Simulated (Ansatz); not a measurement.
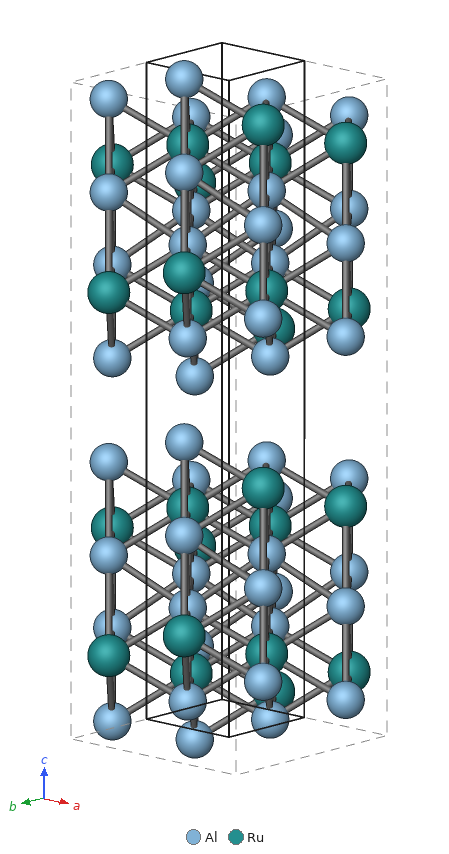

Ball-and-stick representation of a periodic structure, projected from a general direction. The solid frame is a single conventional unit cell within a 2×2×1 block.

Al2Ru, space group P4/nmm (No. 129), a = 3.12 Å, b = 3.12 Å, c = 18.89 Å, α = 90.00°, β = 90.00°, γ = 90.00°.

Results below were computed with DFT r2SCAN, scalar-relativistic, plane waves, PAW (Ansatz); the settings were a kinetic-energy cutoff of 500 eV, k-points about 0.13 Å⁻¹ apart, Gaussian smearing of 0.15 eV, no spin polarisation.

**What is the electronic character?**

A metal: bands cross the Fermi level.

**Under what pressure is the structure?**

The computed pressure is -3.3 GPa (stretched: it would shrink).

It goes back to a structure listed in the Materials Project. The cell was then strained or its atoms displaced on purpose. An electronic-structure calculation with Ansatz was run on it.
